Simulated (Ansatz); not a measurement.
Run report: WS2, single-point calculation (part 1 of 3)

WS2 (P6₃/mmc, 6 atoms in the cell), computed with DFT PBEsol+U, non-collinear, scalar-relativistic, plane waves, PAW, Ueff = 8 eV on W atom 1 d; Ueff = 8 eV on W atom 2 d (Ansatz 0.2.0).

The structure derives from an entry of the Crystallography Open Database. It belongs to a series of runs on one base structure; here: canted directions held. Figures and captions count atoms from 1; the log counts them from 0 in places.

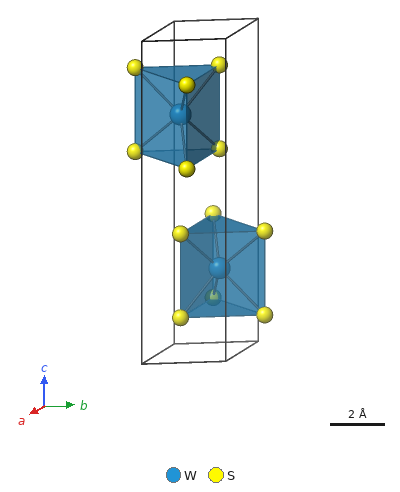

Fig. 1: The structure (polyhedral view of the cell of the calculation, seen slightly off an axis; polyhedra are completed across the faces of the cell).

**The input**
```yaml
crystal:
  lattice:
    - [3.17999949, 0.0, 0.0]
    - [-1.58999974, 2.75396034, 0.0]
    - [0.0, 0.0, 12.49999932]
  atoms:
    - { symbol: W, position: [0.3333333333, 0.6666666667, 0.25], spin: 2.0, spin_axis: [0.0, 0.0, 1.0] }
    - { symbol: W, position: [0.6666666667, 0.3333333333, 0.75], spin: 2.0, spin_axis: [0.5, 0.0, 0.866025] }
    - { symbol: S, position: [0.3333333333, 0.6666666667, 0.62] }
    - { symbol: S, position: [0.6666666667, 0.3333333333, 0.12] }
    - { symbol: S, position: [0.3333333333, 0.6666666667, 0.88] }
    - { symbol: S, position: [0.6666666667, 0.3333333333, 0.38] }
basis:
  ecutwfc: 420
  ecutrho_ratio: 4
kpoints:
  mp_grid: { grid: [7, 7, 2] }
hamiltonian:
  xc: pbesol
  hubbard:
    sites:
      - { site: 0, l: d, u_eff: 8.0, starting_ns: [{ occupation_matrix: s0 }] }
      - { site: 1, l: d, u_eff: 8.0, starting_ns: [{ occupation_matrix: s1 }] }
    occupation_matrices:
      s0:
        spinor_matrix:
          - [[0.97, 0.0], [0.0, 0.0], [0.0, 0.0], [0.0, 0.0], [0.0, 0.0], [0.0, 0.0], [0.0, 0.0], [0.0, 0.0], [0.0, 0.0], [0.0, 0.0]]
          - [[0.0, 0.0], [0.02, 0.0], [0.0, 0.0], [0.0, 0.0], [0.0, 0.0], [0.0, 0.0], [0.0, 0.0], [0.0, 0.0], [0.0, 0.0], [0.0, 0.0]]
          - [[0.0, 0.0], [0.0, 0.0], [0.02, 0.0], [0.0, 0.0], [0.0, 0.0], [0.0, 0.0], [0.0, 0.0], [0.0, 0.0], [0.0, 0.0], [0.0, 0.0]]
          - [[0.0, 0.0], [0.0, 0.0], [0.0, 0.0], [0.02, 0.0], [0.0, 0.0], [0.0, 0.0], [0.0, 0.0], [0.0, 0.0], [0.0, 0.0], [0.0, 0.0]]
          - [[0.0, 0.0], [0.0, 0.0], [0.0, 0.0], [0.0, 0.0], [0.97, 0.0], [0.0, 0.0], [0.0, 0.0], [0.0, 0.0], [0.0, 0.0], [0.0, 0.0]]
          - [[0.0, 0.0], [0.0, 0.0], [0.0, 0.0], [0.0, 0.0], [0.0, 0.0], [0.02, 0.0], [0.0, 0.0], [0.0, 0.0], [0.0, 0.0], [0.0, 0.0]]
          - [[0.0, 0.0], [0.0, 0.0], [0.0, 0.0], [0.0, 0.0], [0.0, 0.0], [0.0, 0.0], [0.02, 0.0], [0.0, 0.0], [0.0, 0.0], [0.0, 0.0]]
          - [[0.0, 0.0], [0.0, 0.0], [0.0, 0.0], [0.0, 0.0], [0.0, 0.0], [0.0, 0.0], [0.0, 0.0], [0.02, 0.0], [0.0, 0.0], [0.0, 0.0]]
          - [[0.0, 0.0], [0.0, 0.0], [0.0, 0.0], [0.0, 0.0], [0.0, 0.0], [0.0, 0.0], [0.0, 0.0], [0.0, 0.0], [0.02, 0.0], [0.0, 0.0]]
          - [[0.0, 0.0], [0.0, 0.0], [0.0, 0.0], [0.0, 0.0], [0.0, 0.0], [0.0, 0.0], [0.0, 0.0], [0.0, 0.0], [0.0, 0.0], [0.02, 0.0]]
      s1:
        spinor_matrix:
          - [[0.90636, 0.0], [0.0, 0.0], [0.0, 0.0], [0.0, 0.0], [0.0, 0.0], [0.2375, 0.0], [0.0, 0.0], [0.0, 0.0], [0.0, 0.0], [0.0, 0.0]]
          - [[0.0, 0.0], [0.02, 0.0], [0.0, 0.0], [0.0, 0.0], [0.0, 0.0], [0.0, 0.0], [0.0, 0.0], [0.0, 0.0], [0.0, 0.0], [0.0, 0.0]]
          - [[0.0, 0.0], [0.0, 0.0], [0.02, 0.0], [0.0, 0.0], [0.0, 0.0], [0.0, 0.0], [0.0, 0.0], [0.0, 0.0], [0.0, 0.0], [0.0, 0.0]]
          - [[0.0, 0.0], [0.0, 0.0], [0.0, 0.0], [0.02, 0.0], [0.0, 0.0], [0.0, 0.0], [0.0, 0.0], [0.0, 0.0], [0.0, 0.0], [0.0, 0.0]]
          - [[0.0, 0.0], [0.0, 0.0], [0.0, 0.0], [0.0, 0.0], [0.90636, 0.0], [0.0, 0.0], [0.0, 0.0], [0.0, 0.0], [0.0, 0.0], [0.2375, 0.0]]
          - [[0.2375, 0.0], [0.0, 0.0], [0.0, 0.0], [0.0, 0.0], [0.0, 0.0], [0.08364, 0.0], [0.0, 0.0], [0.0, 0.0], [0.0, 0.0], [0.0, 0.0]]
          - [[0.0, 0.0], [0.0, 0.0], [0.0, 0.0], [0.0, 0.0], [0.0, 0.0], [0.0, 0.0], [0.02, 0.0], [0.0, 0.0], [0.0, 0.0], [0.0, 0.0]]
          - [[0.0, 0.0], [0.0, 0.0], [0.0, 0.0], [0.0, 0.0], [0.0, 0.0], [0.0, 0.0], [0.0, 0.0], [0.02, 0.0], [0.0, 0.0], [0.0, 0.0]]
          - [[0.0, 0.0], [0.0, 0.0], [0.0, 0.0], [0.0, 0.0], [0.0, 0.0], [0.0, 0.0], [0.0, 0.0], [0.0, 0.0], [0.02, 0.0], [0.0, 0.0]]
          - [[0.0, 0.0], [0.0, 0.0], [0.0, 0.0], [0.0, 0.0], [0.2375, 0.0], [0.0, 0.0], [0.0, 0.0], [0.0, 0.0], [0.0, 0.0], [0.08364, 0.0]]
    ns_hold: { iters: 8 }
scf:
  occupations: { method: gaussian, width: 0.05 }
  lower_state_search: "off"
  max_iter: 150
output:
  forces: true
  stress: true
  eigenvalues: true
  populations: true
  hubbard: { sites: [{ site: 0, l: d }, { site: 1, l: d }] }
  write_density: true
  write_potential: true
  elf: true
  volumetric_format: npy
magnetization:
  noncollinear: true
  spin_orbit: false
  spin_locking: { lock_directions: true }
```

Command:
```bash
ansatz run input.yaml --threads 4 --pin off --max-ram 6144MiB --backend cpu --events-out ev --progress --plain --runs-dir out
```

**Output**
```
Warning: output.stress: scf.convergence.dr2_threshold = 1e-7 eV (the SCF's general default) is looser than the 6e-10 eV advised for a printed stress (1e-10 eV for each atom of the cell: 6). What an SCF threshold leaves in a stress goes as its square root, and in the free energy as the threshold itself, and one threshold admits the most on a small cell: of the crystals measured, under no hybrid functional and no lock of the moments, on runs that ended without the residual-converged pass, on stresses that held no estimate of that error, the worst erred by over 100 MPa in a component at 1e-7 eV an atom and by under 5 at 1e-10. Set scf.convergence.dr2_threshold to 6e-10 eV or tighter. The threshold is an SCF's pass mark: one that does not reach it within its budget of iterations ends unconverged, or closes short of it on a stop that the run arms, and scf.convergence.dr2_threshold's page says what that costs each kind of run
Warning: output.stress: the lock of the moments that magnetization.spin_locking holds to the close lets an SCF meet its threshold on dr2 anywhere within the lock's freeze window, and the stress can move with the moments there: no threshold on dr2 bounds that. The window is the square root of the freeze energy over magnetization.spin_locking.lambda. Set magnetization.spin_locking.freeze_energy_tol to 1e-7 of magnetization.spin_locking.lambda or tighter (1e-7 eV at magnetization.spin_locking.lambda's default), and hold the SCF's own gates tight with it: the threshold on dr2 and, on a non-collinear run, whose gate on the magnetisation can be let go, scf.convergence.magnetization_residual_energy_tol, under 2e-7 eV over the cell's volume in cubic angstroms (a run under these bars is not thereby shown to hold its stress)
W: projections on atomic orbitals take those of the free atom [Kr 4d10 4f14] 5s2 5p6 5d4 6s2, of charge +0.00 (hamiltonian.pseudopotentials.projection_atoms); the dataset's partial waves leave at most 6.5e-5 of an orbital's norm unspanned inside its sphere
S: projections on atomic orbitals take those of the free atom [Ne] 3s2 3p4, of charge +0.00 (hamiltonian.pseudopotentials.projection_atoms); the dataset's partial waves leave at most 1.6e-7 of an orbital's norm unspanned inside its sphere
Engine: ansatz 0.2.0, x86_64-unknown-linux-gnu
Pseudopotentials: kind: paw
Pseudopotential: W, paw, valence charge 14, recommended cutoff 420 eV (normal), W.paw.azcp
Pseudopotential: S, paw, valence charge 6, recommended cutoff 420 eV (normal), S.paw.azcp
Functional definition: PBEsol
  exchange = pbesol_x
  correlation = pbesol_c
Crystal: 6 atoms, lattice volume = 109.470 Å³
Basis set: ecut = 420 eV, 2129 PW (Γ), exchange–correlation on 48×48×180 points (8 copies of the dense FFT grid, shifted against one another)
Bands: 64, of which v1, the nominal top of the filled ones, is band 52 counted from 1 (51 counted from 0)
Symmetry: 1 space group operations + 1 with time reversal
Magnetic group: BNS 5.15 (UNI 22), of the structure as read, at distance tolerance 4.8e-5 Å
k-points: 56 of 98 (time reversal used)
Non-local potential: W, projectors of the file, l = 0: 3, l = 1: 2, l = 2: 2, l = 3: 1
Non-local potential: S, projectors of the file, l = 0: 2, l = 1: 2, l = 2: 2
PAW form: soft (Blöchl's): semilocal exchange-correlation on the pseudo side does not see the compensation charge
PAW frozen core: W, regenerated for the run's functional, and the local potential with it (the file was generated under x = pbe(κ = 0.804, μ = 0.2195149727645171), c = pbe(β = 0.06672455060314922))
PAW frozen core: S, regenerated for the run's functional, and the local potential with it (the file was generated under x = pbe(κ = 0.804, μ = 0.2195149727645171), c = pbe(β = 0.06672455060314922))
PAW one-centre angular grid: W, 590 points (default); XC on 64 Gauss nodes
PAW one-centre angular grid: S, 110 points (default); XC on 64 Gauss nodes
Initial density: superposition of atomic densities (chi_scale 0.1, normalization cell)
Starting moments: Σ|m| = 4 μB on 2 of 6 sites
Initial wavefunctions: pseudopotential atomic-orbital guess
Functional: x = pbesol(κ = 0.804, μ = 0.12345679012345678), c = pbesol(β = 0.046)
```
